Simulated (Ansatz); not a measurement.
# Two runs on Mo

System: Mo (Cmcm, 2 atoms in the cell).
Method of the first run: DFT PBEsol, scalar-relativistic, plane waves, PAW, no spin polarisation (Ansatz 0.2.0).

The structure derives from an entry of the Crystallography Open Database. Text and figures count atoms from 1; the logs count them from 0 in places.

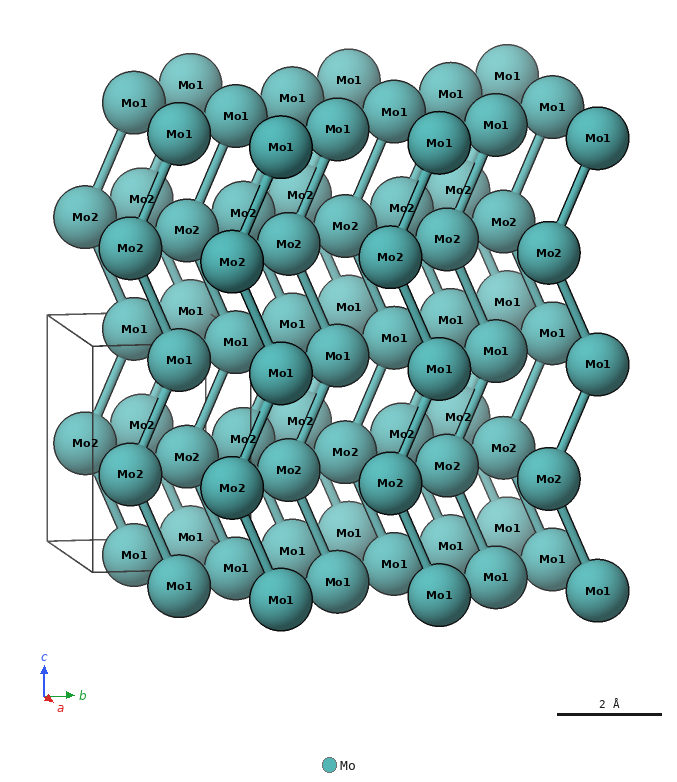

The input geometry (ball-and-stick view of the cell 2 times as large as that of the calculation, set on its symmetry axes, repeated 2 × 3 × 2, seen slightly off an axis; atoms are numbered from 1 in the order of the input). An atom can appear more than once, as a periodic image. Near neighbours in the periodic cell (some may lie outside the picture): Mo has 2 Mo at 2.41 Å.

### Input, the first run
```yaml
crystal:
  lattice:
    - [-1.5646534271, 1.5646534271, 1.5646534271]
    - [1.5646534271, -1.5646534271, 1.5646534271]
    - [3.1293068543, 3.1293068543, 0.0]
  atoms:
    - { symbol: Mo, position: [-0.0958678755, -0.0958678755, 0.0] }
    - { symbol: Mo, position: [0.5958678755, 0.5958678755, 0.5] }
basis:
  ecutwfc: 420
kpoints:
  mp_grid: { grid: [24, 24, 14] }
hamiltonian:
  xc: pbesol
scf:
  occupations: { method: gaussian, width: 0.15 }
output:
  forces: true
  stress: true
  eigenvalues: true
```

Command:
```bash
ansatz run input.yaml --threads 2 --pin off --max-ram 5120MiB --backend cpu --events-out ev --progress --plain --runs-dir out
```

Hardware: 2 threads of Arm Neoverse V1, 24 GiB of memory available, shared host.

### Output, shortened to warnings, some set-up lines, iterations and results (the first run)
```
Basis set: ecut = 420 eV, 609 PW (Γ), exchange–correlation on 40×40×60 points (8 copies of the dense FFT grid, shifted against one another)
Symmetry: 8 space group operations
k-points: 1256 of 8064
Initial density: superposition of atomic densities (neutral atoms: chi_scale 0, normalization atom), corrected by the library's trained network
[...]
SCF iter   1: F=—  HF=-9794.100645 eV  |F-HF|=—  |Δ(HF+E_count)|=         —  Δρ=1.09e-2  dr2=1.48e-2  ethr=1.77e-3  ⟨swp⟩=5.1  Hψ=101456  notcnv=0
SCF iter   2: F=—  HF=-9794.097385 eV  |F-HF|=—  |Δ(HF+E_count)|=   3.26e-3  Δρ=5.95e-3  dr2=4.39e-3  ethr=5.30e-5  ⟨swp⟩=1.2  Hψ=33342  notcnv=0
SCF iter   3: F=—  HF=-9794.096381 eV  |F-HF|=—  |Δ(HF+E_count)|=   1.00e-3  Δρ=4.64e-4  dr2=4.82e-5  ethr=1.57e-5  ⟨swp⟩=2.1  Hψ=29106  notcnv=0
SCF iter   4: F=—  HF=-9794.096386 eV  |F-HF|=—  |Δ(HF+E_count)|=   5.13e-6  Δρ=9.02e-5  dr2=9.21e-7  ethr=1.72e-7  ⟨swp⟩=2.1  Hψ=37031  notcnv=0
SCF iter   5: F=—  HF=-9794.096387 eV  |F-HF|=—  |Δ(HF+E_count)|=   1.79e-7  Δρ=2.48e-5  dr2=1.53e-7  ethr=3.29e-9  ⟨swp⟩=2.0  Hψ=37495  notcnv=0
SCF iter   6: F=-9794.096386 eV  HF=-9794.096386 eV  |F-HF|=1.50e-9  |Δ(HF+E_count)|=   4.93e-8  Δρ=5.23e-6  dr2=4.24e-9  ethr=3.57e-10  ⟨swp⟩=4.1  Hψ=77500  notcnv=0
SCF 1 converged in 6 iterations: F = -9794.096386 eV  dr2 = 4.24e-9
SCF converged after 6 iterations
Free energy (F): -9794.096386 eV
Harris-Foulkes:  -9794.096386 eV  (|F-HF|=1.50e-9)
Internal energy: -9794.082244 eV  (E = F + TS)
E sigma→0 (E₀):  -9794.089315 eV
Entropy (-TS):   -0.014142 eV (-7.071 meV/atom)
Fermi energy:    21.361049 eV
--- Per-component energies (eV) ---
  E_band       = -98.453830
  E_kinetic    = 887.990853
  E_local      = -1591.794564  (includes V_loc(G=0)·N_el)
  E_nonlocal   = 291.956818
  E_hartree    = 532.090150
  E_xc         = -366.103735
  E_vxc        = -458.686830  (∫ρ·V_xc dr)
  E_paw        = -6288.924115  (= ΣΔE_a)
  E_vpaw       = -292.098131  (= ΣTr[D̂ρ^β])
  E_aug_tail   = 0.000081  (compensation charges beyond the density's cutoff)
  E_ewald      = -3259.716331
  E_core_change = 0.418599  (= ΣΔE_core)
  E_smearing   = -0.014142  (= −TS)
  E_closure    = 0.000000  (closes the sum)
  Σ components = -9794.096386   (vs F -9794.096386, Δ=0.00e0)
--- Forces (eV/Å), atoms counted from 1 ---
  atom   1  Mo     0.00000000     0.00000000     2.39715666
  atom   2  Mo    -0.00000000    -0.00000000    -2.39715666
  max |Σ_I F_I| component: 3.47e-18 eV/Å
--- Stress (GPa, compression-positive) ---
       14.124210      14.602171       0.000000
       14.602171      14.124210       0.000000
        0.000000       0.000000       4.954058
  P = ⅓ Tr σ = 11.0675 GPa (110.675 kbar)
```

The input of the second run differs as follows (lines with − go, lines with + come):
```diff
-    - { symbol: Mo, position: [-0.0958678755, -0.0958678755, 0.0] }
-    - { symbol: Mo, position: [0.5958678755, 0.5958678755, 0.5] }
+    - { symbol: Mo, position: [0.0838843911, 0.0838843911, 0.0] }
+    - { symbol: Mo, position: [0.4161156089, 0.4161156089, 0.5] }
```

What does this change do to the results?

With the same functional and potentials, the second run lies 88.9 meV per atom lower. The pressure goes from 11.07 to 9.29 GPa. The largest force goes from 2.397 to 2.370 eV/Å. The number of SCF iterations is the same.

### Output, shortened to warnings, some set-up lines, iterations and results (the second run)
```
Basis set: ecut = 420 eV, 609 PW (Γ), exchange–correlation on 40×40×60 points (8 copies of the dense FFT grid, shifted against one another)
Symmetry: 8 space group operations
k-points: 1256 of 8064
Initial density: superposition of atomic densities (neutral atoms: chi_scale 0, normalization atom), corrected by the library's trained network
[...]
SCF iter   1: F=—  HF=-9794.277319 eV  |F-HF|=—  |Δ(HF+E_count)|=         —  Δρ=8.95e-3  dr2=1.08e-2  ethr=1.77e-3  ⟨swp⟩=5.1  Hψ=100704  notcnv=0
SCF iter   2: F=—  HF=-9794.274856 eV  |F-HF|=—  |Δ(HF+E_count)|=   2.46e-3  Δρ=4.91e-3  dr2=3.21e-3  ethr=3.87e-5  ⟨swp⟩=1.2  Hψ=33704  notcnv=0
SCF iter   3: F=—  HF=-9794.274106 eV  |F-HF|=—  |Δ(HF+E_count)|=   7.49e-4  Δρ=4.31e-4  dr2=4.53e-5  ethr=1.15e-5  ⟨swp⟩=2.0  Hψ=29116  notcnv=0
SCF iter   4: F=—  HF=-9794.274109 eV  |F-HF|=—  |Δ(HF+E_count)|=   2.72e-6  Δρ=7.92e-5  dr2=5.78e-7  ethr=1.62e-7  ⟨swp⟩=2.1  Hψ=37667  notcnv=0
SCF iter   5: F=—  HF=-9794.274109 eV  |F-HF|=—  |Δ(HF+E_count)|=   3.06e-7  Δρ=2.19e-5  dr2=1.12e-7  ethr=2.06e-9  ⟨swp⟩=2.2  Hψ=39307  notcnv=0
SCF iter   6: F=-9794.274109 eV  HF=-9794.274109 eV  |F-HF|=2.19e-9  |Δ(HF+E_count)|=   3.39e-8  Δρ=4.60e-6  dr2=3.96e-9  ethr=3.57e-10  ⟨swp⟩=4.1  Hψ=71883  notcnv=0
SCF 1 converged in 6 iterations: F = -9794.274109 eV  dr2 = 3.96e-9
SCF converged after 6 iterations
Free energy (F): -9794.274109 eV
Harris-Foulkes:  -9794.274109 eV  (|F-HF|=2.19e-9)
Internal energy: -9794.257556 eV  (E = F + TS)
E sigma→0 (E₀):  -9794.265833 eV
Entropy (-TS):   -0.016554 eV (-8.277 meV/atom)
Fermi energy:    21.344999 eV
--- Per-component energies (eV) ---
  E_band       = -98.301494
  E_kinetic    = 887.172916
  E_local      = -1581.512552  (includes V_loc(G=0)·N_el)
  E_nonlocal   = 291.437227
  E_hartree    = 527.459116
  E_xc         = -365.990590
  E_vxc        = -458.531521  (∫ρ·V_xc dr)
  E_paw        = -6288.697610  (= ΣΔE_a)
  E_vpaw       = -291.783824  (= ΣTr[D̂ρ^β])
  E_aug_tail   = 0.000081  (compensation charges beyond the density's cutoff)
  E_ewald      = -3264.544743
  E_core_change = 0.418599  (= ΣΔE_core)
  E_smearing   = -0.016554  (= −TS)
  E_closure    = 0.000000  (closes the sum)
  Σ components = -9794.274109   (vs F -9794.274109, Δ=0.00e0)
--- Forces (eV/Å), atoms counted from 1 ---
  atom   1  Mo    -0.00000000    -0.00000000    -2.36997632
  atom   2  Mo     0.00000000    -0.00000000     2.36997632
  max |Σ_I F_I| component: 4.44e-16 eV/Å
--- Stress (GPa, compression-positive) ---
       11.086906      11.862965       0.000000
       11.862965      11.086906      -0.000000
        0.000000       0.000000       5.708999
  P = ⅓ Tr σ = 9.2943 GPa (92.943 kbar)
```

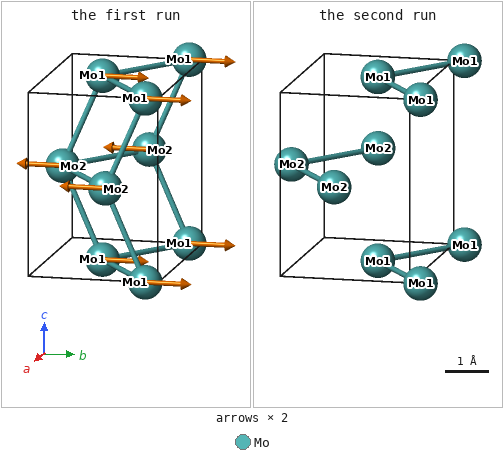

The two input geometries at one scale (ball-and-stick view of the cell 2 times as large as that of the calculation, set on its symmetry axes, seen slightly off an axis). The orange arrows on the first give the shifts of the atoms relative to the cell, with their mean removed, magnified 2 times. The largest moves, 0.56 Å, are those of Mo1 and Mo2. (The mean shift of all atoms is removed.) The lattice vectors keep their values. Among the contacts that change: Mo1–Mo2 3.095 → 2.445 Å.

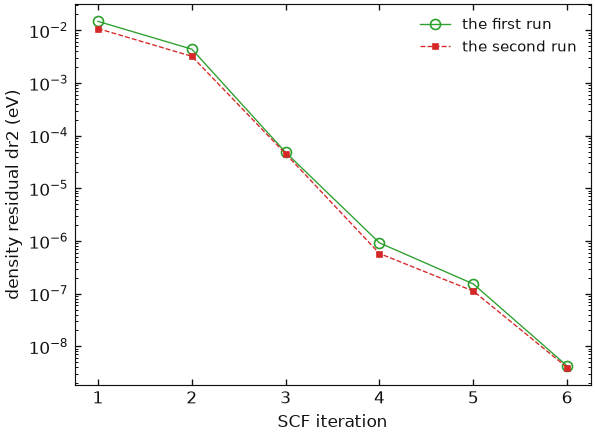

Convergence of the two runs: density residual dr2 against the SCF iteration. The first run takes 6 iterations in all, and the second run takes 6.

### The two runs side by side

```csv
quantity,the first run,the second run
outcome,converged,converged
free energy per atom (eV),−4897.0482,−4897.1371
"energy per atom, smearing taken to zero (eV)",−4897.0447,−4897.1329
gap on the mesh (eV),0.00,0.00
pressure (GPa),11.07,9.29
largest force (eV/Å),2.397,2.370
SCF iterations,6,6
irreducible k-points,1256,1256
plane waves at Γ,609,609
wall time (shared host),20 s,20 s
```

For the second run: The cell is under a pressure of 9.3 GPa at this level, so it is not at its equilibrium volume.
